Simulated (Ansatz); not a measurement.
# Geometry relaxation, with input and output: Mg2O

The run: geometry relaxation of Mg2O (P4₂/mnm, 6 atoms in the cell). Method and program: DFT PBE, scalar-relativistic, plane waves, PAW, no spin polarisation (Ansatz 0.2.0).

The structure was built on a prototype by a generator; it need not be a known phase. It belongs to a series of runs on one base structure; here: random cell with space group P4_2nm (No. 102). Figures and captions count atoms from 1; the log counts them from 0 in places.

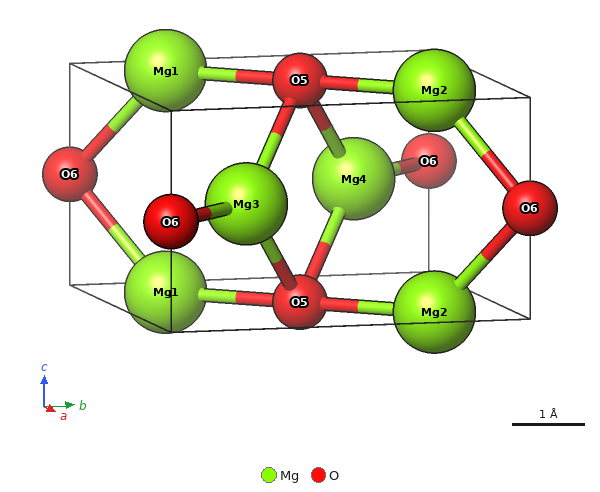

Fig. 1: The starting structure (ball-and-stick view of the cell of the calculation, seen slightly off an axis; atoms are numbered from 1 in the order of the input). Near neighbours in the crystal (not all of them lie inside the picture): Mg has 3 O at 2.16 to 2.20 Å; O has 6 Mg at 2.16 to 2.20 Å.

### Key numbers

- outcome: converged
- space group (tolerance 0.01 Å): P4₂/mnm (136)
- electrons treated: 52
- free energy: −8833.3077 eV
- Fermi energy: 8.339 eV
- gap on the k-point mesh: none (metallic)
- pressure: −0.01 GPa
- final volume: 85.99 Å³
- largest force (length of the vector) at the end: 0.011 eV/Å
- final cell: a = 5.240 Å, b = 5.240 Å, c = 3.131 Å, α = 90.00°, β = 90.00°, γ = 90.00°
- hardware: 1 thread of Intel Xeon @ 2.90GHz (Ice Lake), 192 GiB of memory available, shared host
- wall time: 43 s
- peak memory: 0.55 GiB

### Input file
```yaml
crystal:
  lattice:
    - [5.2325854615, 0.0, 0.0]
    - [0.0, 5.2325854615, 0.0]
    - [0.0, 0.0, 3.1367742449]
  atoms:
    - { symbol: Mg, position: [0.207985923, 0.207985923, 0.0] }
    - { symbol: Mg, position: [0.792014077, 0.792014077, 0.0] }
    - { symbol: Mg, position: [0.707985923, 0.292014077, 0.5] }
    - { symbol: Mg, position: [0.292014077, 0.707985923, 0.5] }
    - { symbol: O, position: [0.5, 0.5, 0.0] }
    - { symbol: O, position: [0.0, 0.0, 0.5] }
basis:
  ecutwfc: 420
kpoints:
  mp_grid: { grid: [8, 8, 12] }
hamiltonian:
  xc: pbe
scf:
  occupations: { method: gaussian, width: 0.1 }
output:
  forces: true
  stress: true
  eigenvalues: true
relax:
  adjacent_minimum: "off"
  f_tol: 0.01
  max_steps: 80
  cell: { stress_tol: 0.05 }
```

Command:
```bash
ansatz run input.yaml --threads 1 --pin off --max-ram 2560MiB --backend cpu --events-out ev --progress --plain --runs-dir out
```

### What the program printed
```
Engine: ansatz 0.2.0, x86_64-unknown-linux-gnu
Pseudopotentials: kind: paw
Pseudopotential: Mg, paw, valence charge 10, recommended cutoff 420 eV (normal), Mg.paw.azcp
Pseudopotential: O, paw, valence charge 6, recommended cutoff 420 eV (normal), O.paw.azcp
Functional definition: PBE
  parameter kappa = 0.804
  parameter beta = 0.06672455060314922
  exchange = pbe_x(kappa = kappa, mu = beta*pi^2/3)
  correlation = pbe_c(beta = beta)
Crystal: 6 atoms, lattice volume = 85.885 Å³
Basis set: ecut = 420 eV, 1691 PW (Γ), exchange–correlation on 72×72×48 points (8 copies of the dense FFT grid, shifted against one another)
Bands: 32, of which v1, the nominal top of the filled ones, is band 26 counted from 1 (25 counted from 0)
Symmetry: 16 space group operations
Space group: P42/mnm (ITA 136), of the structure as read, at distance tolerance 4.4e-5 Å
k-points: 105 of 768
Non-local potential: Mg, projectors of the file, l = 0: 3, l = 1: 2, l = 2: 1
Non-local potential: O, projectors of the file, l = 0: 2, l = 1: 2, l = 2: 1
PAW form: soft (Blöchl's): semilocal exchange-correlation on the pseudo side does not see the compensation charge
PAW one-centre angular grid: Mg, 110 points (default); XC on 64 Gauss nodes
PAW one-centre angular grid: O, 110 points (default); XC on 64 Gauss nodes
Initial density: superposition of atomic densities (neutral atoms: chi_scale 0, normalization atom), corrected by the library's trained network
Initial wavefunctions: pseudopotential atomic-orbital guess
Functional: x = pbe(κ = 0.804, μ = 0.2195149727645171), c = pbe(β = 0.06672455060314922)
SCF iter   1: F=—  HF=-8833.308843 eV  |F-HF|=—  |Δ(HF+E_count)|=         —  Δρ=3.70e-3  dr2=1.11e-2  ethr=1.77e-3  ⟨swp⟩=6.0  Hψ=14829  notcnv=0
preconditioner: auto → Kerker (q_TF=auto, 2.509 Å⁻¹)  [metal: Δε(μ)=0.032 eV  Ē_g=8.170 eV  σ=0.100 eV  W_gap=0.17  n_scr=22 (ndim 8)  ℏωp=16.0 eV  f_vac=0.000  D(μ)=0.84/eV (n_scr^D=4)]
SCF iter   2: F=—  HF=-8833.307621 eV  |F-HF|=—  |Δ(HF+E_count)|=   1.22e-3  Δρ=1.92e-3  dr2=3.01e-3  ethr=2.14e-5  ⟨swp⟩=1.6  Hψ=4783  notcnv=0
SCF iter   3: F=—  HF=-8833.307550 eV  |F-HF|=—  |Δ(HF+E_count)|=   7.11e-5  Δρ=9.02e-4  dr2=1.19e-3  ethr=5.79e-6  ⟨swp⟩=1.0  Hψ=3196  notcnv=0
SCF iter   4: F=—  HF=-8833.307338 eV  |F-HF|=—  |Δ(HF+E_count)|=   2.12e-4  Δρ=2.53e-4  dr2=5.40e-5  ethr=2.29e-6  ⟨swp⟩=2.0  Hψ=3595  notcnv=0
SCF iter   5: F=—  HF=-8833.307190 eV  |F-HF|=—  |Δ(HF+E_count)|=   1.49e-4  Δρ=6.40e-5  dr2=3.19e-6  ethr=1.04e-7  ⟨swp⟩=2.0  Hψ=3867  notcnv=0
SCF iter   6: F=—  HF=-8833.307190 eV  |F-HF|=—  |Δ(HF+E_count)|=   1.71e-7  Δρ=2.01e-5  dr2=4.46e-7  ethr=6.13e-9  ⟨swp⟩=2.9  Hψ=6060  notcnv=0
SCF iter   7: F=-8833.307189 eV  HF=-8833.307189 eV  |F-HF|=6.78e-8  |Δ(HF+E_count)|=   1.03e-7  Δρ=1.05e-5  dr2=8.69e-8  ethr=1.92e-10  ⟨swp⟩=7.3  Hψ=14552  notcnv=0
SCF 1 converged in 7 iterations: F = -8833.307189 eV  dr2 = 8.69e-8
  greatest PAW one-centre occupation: 1.000 electrons in one spin orbital (limit 2), on the Mg atom at site 3 (counted from 0), in its partial waves of l = 0
relax step   1: F+E_penalty+E_count = -8833.30718937 eV  Δ(F+E_penalty+E_count) = +0.000e0 eV  max|allowed force component| = 1.856e-2 eV/Å  Δτ_max = 0.0000 Å  P = +0.068 GPa  Ω = 85.885 Å³  (7 SCF iters, dr2 threshold 1.00e-7 eV, accepted)
Crystal: 6 atoms, lattice volume = 85.931 Å³
Initial density: handed on by an earlier stage of this run
Initial wavefunctions: those handed on with the density
iter 1 solved again at ethr=5.75e-9 eV; its pass at ethr=3.10e-3 eV (dr2=2.99e-6 eV) is discarded
SCF iter   1: F=—  HF=-8833.307429 eV  |F-HF|=—  |Δ(HF+E_count)|=         —  Δρ=9.93e-5  dr2=4.26e-6  ethr=5.75e-9  ⟨swp⟩=3.0  Hψ=17562  notcnv=0
preconditioner: auto → Kerker (q_TF=auto, 2.509 Å⁻¹)  [metal: Δε(μ)=0.034 eV  Ē_g=8.206 eV  σ=0.100 eV  W_gap=0.18  n_scr=22 (ndim 8)  ℏωp=16.0 eV  f_vac=0.000  D(μ)=0.80/eV (n_scr^D=4)]
SCF iter   2: F=—  HF=-8833.307288 eV  |F-HF|=—  |Δ(HF+E_count)|=   1.41e-4  Δρ=5.61e-5  dr2=1.77e-6  ethr=5.75e-9  ⟨swp⟩=2.2  Hψ=5346  notcnv=0
SCF iter   3: F=—  HF=-8833.307288 eV  |F-HF|=—  |Δ(HF+E_count)|=   4.11e-7  Δρ=1.27e-5  dr2=1.34e-7  ethr=3.41e-9  ⟨swp⟩=2.1  Hψ=4961  notcnv=0
SCF iter   4: F=-8833.307288 eV  HF=-8833.307288 eV  |F-HF|=2.42e-8  |Δ(HF+E_count)|=   2.77e-8  Δρ=6.45e-6  dr2=4.36e-8  ethr=1.34e-10  ⟨swp⟩=4.0  Hψ=10937  notcnv=0
SCF 2 converged in 4 iterations: F = -8833.307288 eV  dr2 = 4.36e-8
relax step   2: F+E_penalty+E_count = -8833.30728775 eV  Δ(F+E_penalty+E_count) = -9.838e-5 eV  max|allowed force component| = 1.879e-2 eV/Å  Δτ_max = 0.0006 Å  P = +0.022 GPa  Ω = 85.931 Å³  energy of the carried Pulay correction = -8.017e-5 eV  (4 SCF iters, dr2 threshold 6.98e-8 eV, accepted)
Crystal: 6 atoms, lattice volume = 85.994 Å³
iter 1 solved again at ethr=1.99e-7 eV; its pass at ethr=3.10e-3 eV (dr2=1.03e-4 eV) is discarded
SCF iter   1: F=—  HF=-8833.307713 eV  |F-HF|=—  |Δ(HF+E_count)|=         —  Δρ=4.93e-4  dr2=1.12e-4  ethr=1.99e-7  ⟨swp⟩=2.9  Hψ=15409  notcnv=0
preconditioner: auto → Kerker (q_TF=auto, 2.509 Å⁻¹)  [metal: Δε(μ)=0.036 eV  Ē_g=8.205 eV  σ=0.100 eV  W_gap=0.20  n_scr=22 (ndim 8)  ℏωp=16.0 eV  f_vac=0.000  D(μ)=0.79/eV (n_scr^D=4)]
SCF iter   2: F=—  HF=-8833.307699 eV  |F-HF|=—  |Δ(HF+E_count)|=   1.33e-5  Δρ=2.82e-4  dr2=4.22e-5  ethr=1.99e-7  ⟨swp⟩=1.0  Hψ=3382  notcnv=0
SCF iter   3: F=—  HF=-8833.307552 eV  |F-HF|=—  |Δ(HF+E_count)|=   1.47e-4  Δρ=4.98e-5  dr2=2.28e-6  ethr=8.11e-8  ⟨swp⟩=2.0  Hψ=5622  notcnv=0
SCF iter   4: F=—  HF=-8833.307548 eV  |F-HF|=—  |Δ(HF+E_count)|=   4.05e-6  Δρ=2.53e-5  dr2=4.90e-7  ethr=4.39e-9  ⟨swp⟩=2.0  Hψ=4278  notcnv=0
SCF iter   5: F=—  HF=-8833.307548 eV  |F-HF|=—  |Δ(HF+E_count)|=   3.32e-8  Δρ=5.46e-6  dr2=4.82e-8  ethr=9.43e-10  ⟨swp⟩=2.0  Hψ=4026  notcnv=0
SCF iter   6: F=-8833.307548 eV  HF=-8833.307548 eV  |F-HF|=1.33e-9  |Δ(HF+E_count)|=   6.82e-9  Δρ=1.55e-6  dr2=3.05e-9  ethr=4.24e-11  ⟨swp⟩=4.0  Hψ=11581  notcnv=0
SCF 3 converged in 6 iterations: F = -8833.307548 eV  dr2 = 3.05e-9
relax step   3: F+E_penalty+E_count = -8833.30754805 eV  Δ(F+E_penalty+E_count) = -2.603e-4 eV  max|allowed force component| = 7.906e-3 eV/Å  Δτ_max = 0.0045 Å  P = -0.017 GPa  Ω = 85.994 Å³  energy of the carried Pulay correction = -1.876e-4 eV  (6 SCF iters, dr2 threshold 2.21e-8 eV, accepted)
Initial wavefunctions: pseudopotential atomic-orbital guess (no wavefunctions were taken with the density)
iter 1 solved again at ethr=7.22e-9 eV; its pass at ethr=3.10e-3 eV (dr2=3.75e-6 eV) is discarded
SCF iter   1: F=—  HF=-8833.307875 eV  |F-HF|=—  |Δ(HF+E_count)|=         —  Δρ=5.20e-5  dr2=6.88e-8  ethr=7.22e-9  ⟨swp⟩=3.1  Hψ=24308  notcnv=0
preconditioner: auto → Kerker (q_TF=auto, 2.509 Å⁻¹)  [metal: Δε(μ)=0.036 eV  Ē_g=8.204 eV  σ=0.100 eV  W_gap=0.19  n_scr=22 (ndim 8)  ℏωp=16.0 eV  f_vac=0.000  D(μ)=0.79/eV (n_scr^D=4)]
SCF iter   2: F=—  HF=-8833.307745 eV  |F-HF|=—  |Δ(HF+E_count)|=   1.31e-4  Δρ=2.66e-5  dr2=1.99e-8  ethr=1.32e-10  ⟨swp⟩=2.0  Hψ=6104  notcnv=0
SCF iter   3: F=—  HF=-8833.307748 eV  |F-HF|=—  |Δ(HF+E_count)|=   2.95e-6  Δρ=2.15e-6  dr2=2.20e-9  ethr=3.83e-11  ⟨swp⟩=2.0  Hψ=4413  notcnv=0
SCF iter   4: F=—  HF=-8833.307748 eV  |F-HF|=—  |Δ(HF+E_count)|=   6.61e-9  Δρ=6.33e-7  dr2=3.38e-10  ethr=4.22e-12  ⟨swp⟩=3.0  Hψ=6001  notcnv=0
SCF iter   5: F=—  HF=-8833.307748 eV  |F-HF|=—  |Δ(HF+E_count)|=  4.75e-10  Δρ=3.23e-7  dr2=1.26e-10  ethr=1.00e-12  ⟨swp⟩=4.3  Hψ=11951  notcnv=0
SCF iter   6: F=-8833.307748 eV  HF=-8833.307748 eV  |F-HF|=7.28e-12  |Δ(HF+E_count)|=  4.18e-11  Δρ=1.33e-7  dr2=1.34e-11  ethr=1.00e-12  ⟨swp⟩=4.0  Hψ=10309  notcnv=0
SCF 4 converged in 6 iterations: F = -8833.307748 eV  dr2 = 1.34e-11
relax step   4: F+E_penalty+E_count = -8833.30774757 eV  Δ(F+E_penalty+E_count) = -1.995e-4 eV  max|allowed force component| = 7.928e-3 eV/Å  Δτ_max = 0.0000 Å  P = -0.013 GPa  Ω = 85.994 Å³  stress off target by 2.36e-2 GPa  SCF on the basis re-selected at this cell (its energy is not comparable with the rows above)  (6 SCF iters)
```

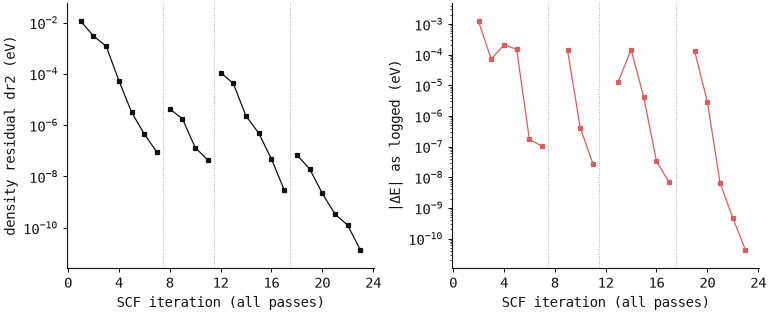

Fig. 2: Convergence of the self-consistent field: density residual dr2 and size of the energy change against the SCF iteration. The dotted lines part the SCF passes of the relaxation: geometry steps, rejected trials and re-solves on a re-selected basis. The passes take 7, 4, 6 and 6 iterations.

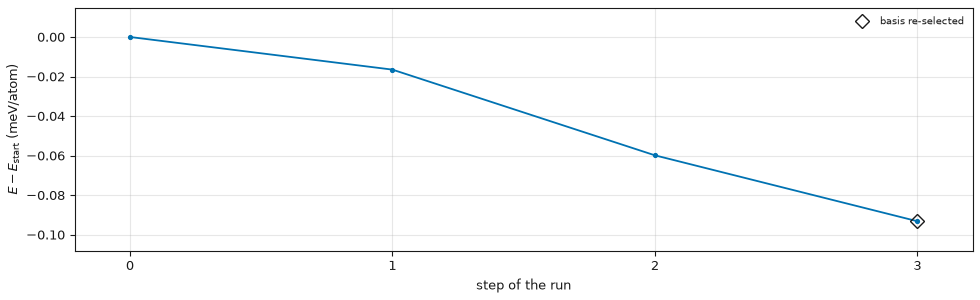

Fig. 3: Progress of the relaxation, step by step (the first geometry is step 0 here and step 1 in the log). After 2 geometry steps the energy has fallen by 0.1 meV per atom. Largest force component: 0.019 eV/Å at the start, 0.0079 eV/Å at the end. The pressure goes from 0.07 to −0.01 GPa. The largest moves relative to the cell, 0.005 Å, are those of Mg1, Mg2, Mg3 and Mg4. O stays in place. Cell: a = b 5.233 → 5.240 Å (+0.2 %), c 3.137 → 3.131 Å (−0.2 %). Volume +0.1 %. Among the contacts that change: Mg1–O5 2.161 → 2.169 Å. The space group stays P4_2/mnm (No. 136). A last SCF at the same geometry on a re-selected plane-wave basis shifts the energy by next to nothing (0.0 meV per atom). (Atoms are counted from 1 in the order of the input.)

```
basis re-selected at this cell: Δ(F+E_penalty+E_count) = -1.995e-4 eV, ΔP = +0.004 GPa vs the last step (what re-selecting the basis moved, of the pressure what is left beyond the Pulay correction that the steps carried, after the strain that the cell walked since its last selection, with what the two solves' SCF thresholds leave and, on support functions, any second-order correction that the steps lacked; it is no measure of the basis error at this ecutwfc). This SCF's stress stands 2.36e-2 GPa from its target on what of the cell is left free (relax.cell.stress_tol is 5.00e-2 GPa) and its largest allowed force component is 7.93e-3 eV/Å (relax.f_tol is 1.00e-2 eV/Å): within both
SCF converged after 6 iterations
Free energy (F): -8833.307748 eV
Harris-Foulkes:  -8833.307748 eV  (|F-HF|=7.28e-12)
Internal energy: -8833.303812 eV  (E = F + TS)
E sigma→0 (E₀):  -8833.305780 eV
Entropy (-TS):   -0.003936 eV (-0.656 meV/atom)
Fermi energy:    8.339253 eV
--- Per-component energies (eV) ---
  E_band       = -1367.101951
  E_kinetic    = 656.902457
  E_local      = -6840.402146  (includes V_loc(G=0)·N_el)
  E_nonlocal   = 476.603659
  E_hartree    = 2431.701818
  E_xc         = -265.972427
  E_vxc        = -341.219812  (∫ρ·V_xc dr)
  E_paw        = -1484.921191  (= ΣΔE_a)
  E_vpaw       = -182.394439  (= ΣTr[D̂ρ^β])
  E_aug_tail   = 0.004740  (compensation charges beyond the density's cutoff)
  E_ewald      = -3807.220721
  E_smearing   = -0.003936  (= −TS)
  E_closure    = -0.000000  (closes the sum)
  Σ components = -8833.307748   (vs F -8833.307748, Δ=0.00e0)
--- Forces (eV/Å), atoms counted from 1 ---
  atom   1  Mg    -0.00792803    -0.00792803     0.00000000
  atom   2  Mg     0.00792803     0.00792803    -0.00000000
  atom   3  Mg    -0.00792803     0.00792803     0.00000000
  atom   4  Mg     0.00792803    -0.00792803    -0.00000000
  atom   5  O      0.00000000     0.00000000     0.00000000
  atom   6  O      0.00000000     0.00000000     0.00000000
  max |Σ_I F_I| component: 2.78e-17 eV/Å
--- Stress (GPa, compression-positive) ---
       -0.023642      -0.000000      -0.000000
       -0.000000      -0.023642      -0.000000
       -0.000000      -0.000000       0.007864
  P = ⅓ Tr σ = -0.0131 GPa (-0.131 kbar)
--- Band table (eV; the first three rows and the last of 105) ---
  k-point 0: bands = ["-68.0455", "-68.0413", "-68.0413", "-68.0390", "-34.8165", "-34.8164", "-34.8104", "-34.8059", "-34.8059", "-34.7989", "-34.7989", "-34.7913", "-34.7796", "-34.7703", "-34.7688", "-34.7688", "-11.4797", "-11.2226", "1.6816", "1.6816", "2.8930", "2.8930", "3.5449", "3.8328", "3.8946", "6.1255", "10.5636", "10.9011", "10.9011", "13.5092", "14.2282", "14.2282"]
  k-point 1: bands = ["-68.0453", "-68.0412", "-68.0412", "-68.0390", "-34.8160", "-34.8157", "-34.8110", "-34.8054", "-34.8054", "-34.8003", "-34.8003", "-34.7932", "-34.7800", "-34.7708", "-34.7691", "-34.7691", "-11.4555", "-11.2072", "1.7361", "1.7361", "2.9107", "2.9107", "3.1776", "3.6265", "4.2313", "6.2227", "10.7227", "10.8773", "10.8773", "13.6853", "14.2188", "14.2188"]
  k-point 2: bands = ["-68.0447", "-68.0410", "-68.0410", "-68.0391", "-34.8170", "-34.8135", "-34.8104", "-34.8051", "-34.8051", "-34.8030", "-34.8030", "-34.7985", "-34.7815", "-34.7724", "-34.7700", "-34.7700", "-11.3879", "-11.1652", "1.8924", "1.8924", "2.6417", "2.9568", "2.9568", "3.1142", "4.7251", "6.5145", "10.8045", "10.8045", "11.0311", "14.1552", "14.1552", "14.1947"]
  k-point 104: bands = ["-68.0409", "-68.0409", "-68.0400", "-68.0400", "-34.8321", "-34.8321", "-34.8295", "-34.8295", "-34.7939", "-34.7939", "-34.7889", "-34.7889", "-34.7817", "-34.7817", "-34.7751", "-34.7751", "-11.0341", "-11.0341", "1.4725", "1.4725", "2.6532", "2.6532", "2.7059", "2.7059", "8.4813", "8.4813", "9.3591", "9.3591", "10.9101", "10.9101", "13.0573", "13.0573"]
--- Relaxed structure (3 steps of the walk, 3 accepted, 1 SCFs on fresh bases) ---
  F+E_penalty+E_count = -8833.30774757 eV   max|allowed force component| = 7.928e-3 eV/Å   (the final SCF, on the basis selected at the relaxed cell)
  cell:  # Å, volume = 85.9936 Å³
    - [5.240435624911799, 1.830861809464585e-33, 1.3704696585465898e-33]
    - [1.859413260684306e-33, 5.240435624911799, -1.7130870731832373e-34]
    - [8.215544609783608e-34, -1.026943076222951e-34, 3.1313493098758918]
  atoms:
    - { symbol: Mg, position: [0.20729160685477538, 0.20729160685477538, -2.0098889950912594e-34] }
    - { symbol: Mg, position: [0.7927083931452246, 0.7927083931452246, 1.6740164326300182e-34] }
    - { symbol: Mg, position: [0.7072916068547755, 0.2927083931452247, 0.5000000000000001] }
    - { symbol: Mg, position: [0.2927083931452247, 0.7072916068547755, 0.5000000000000001] }
    - { symbol: O, position: [0.5000000000000001, 0.5000000000000001, -3.382209722255492e-35] }
    - { symbol: O, position: [2.7626933325479536e-20, -2.762693332547946e-20, 0.5000000000000001] }
```

### Trajectory as extended XYZ (Å, eV, eV/Å), 4 frames, from step=1 to step=4
```
6
Lattice="5.2326 0.0000 0.0000 0.0000 5.2326 0.0000 0.0000 0.0000 3.1368" Properties=species:S:1:pos:R:3:forces:R:3 step=1 energy=-8833.30719 pressure_GPa=0.07
Mg    1.0883    1.0883    0.0000   -0.0186  -0.0186   0.0000
Mg    4.1443    4.1443    0.0000    0.0186   0.0186   0.0000
Mg    3.7046    1.5280    1.5684   -0.0186   0.0186   0.0000
Mg    1.5280    3.7046    1.5684    0.0186  -0.0186   0.0000
O     2.6163    2.6163    0.0000    0.0000   0.0000   0.0000
O     0.0000    0.0000    1.5684    0.0000   0.0000   0.0000
6
Lattice="5.2359 0.0000 0.0000 0.0000 5.2359 0.0000 0.0000 0.0000 3.1345" Properties=species:S:1:pos:R:3:forces:R:3 step=2 energy=-8833.30729 pressure_GPa=0.02
Mg    1.0886    1.0886    0.0000   -0.0188  -0.0188   0.0000
Mg    4.1473    4.1473    0.0000    0.0188   0.0188   0.0000
Mg    3.7065    1.5294    1.5673   -0.0188   0.0188   0.0000
Mg    1.5294    3.7065    1.5673    0.0188  -0.0188   0.0000
O     2.6179    2.6179    0.0000    0.0000   0.0000   0.0000
O     0.0000    0.0000    1.5673    0.0000   0.0000   0.0000
6
Lattice="5.2404 0.0000 0.0000 0.0000 5.2404 0.0000 0.0000 0.0000 3.1313" Properties=species:S:1:pos:R:3:forces:R:3 step=3 energy=-8833.30755 pressure_GPa=-0.02
Mg    1.0863    1.0863    0.0000   -0.0079  -0.0079   0.0000
Mg    4.1541    4.1541    0.0000    0.0079   0.0079   0.0000
Mg    3.7065    1.5339    1.5657   -0.0079   0.0079   0.0000
Mg    1.5339    3.7065    1.5657    0.0079  -0.0079   0.0000
O     2.6202    2.6202    0.0000    0.0000   0.0000   0.0000
O     0.0000    0.0000    1.5657    0.0000   0.0000   0.0000
6
Lattice="5.2404 0.0000 0.0000 0.0000 5.2404 0.0000 0.0000 0.0000 3.1313" Properties=species:S:1:pos:R:3:forces:R:3 step=4 energy=-8833.30775 pressure_GPa=-0.01
Mg    1.0863    1.0863    0.0000   -0.0079  -0.0079   0.0000
Mg    4.1541    4.1541    0.0000    0.0079   0.0079   0.0000
Mg    3.7065    1.5339    1.5657   -0.0079   0.0079   0.0000
Mg    1.5339    3.7065    1.5657    0.0079  -0.0079   0.0000
O     2.6202    2.6202    0.0000    0.0000   0.0000   0.0000
O     0.0000    0.0000    1.5657    0.0000   0.0000   0.0000
```

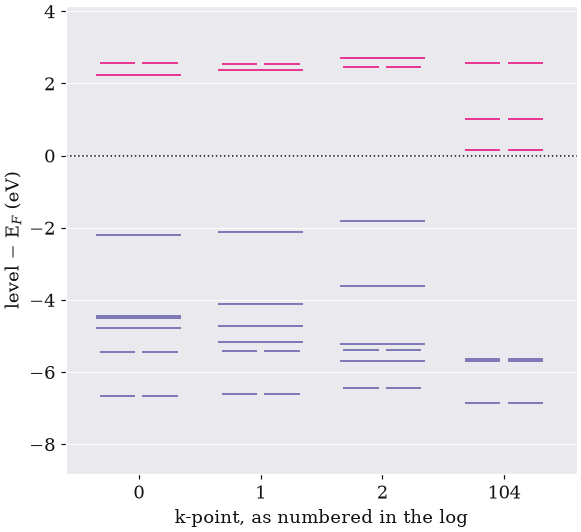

Fig. 4: Kohn–Sham levels near the Fermi level (dotted) at the few k-points that the log prints; levels within 0.02 eV of each other stand side by side. The system is metallic on the full mesh.
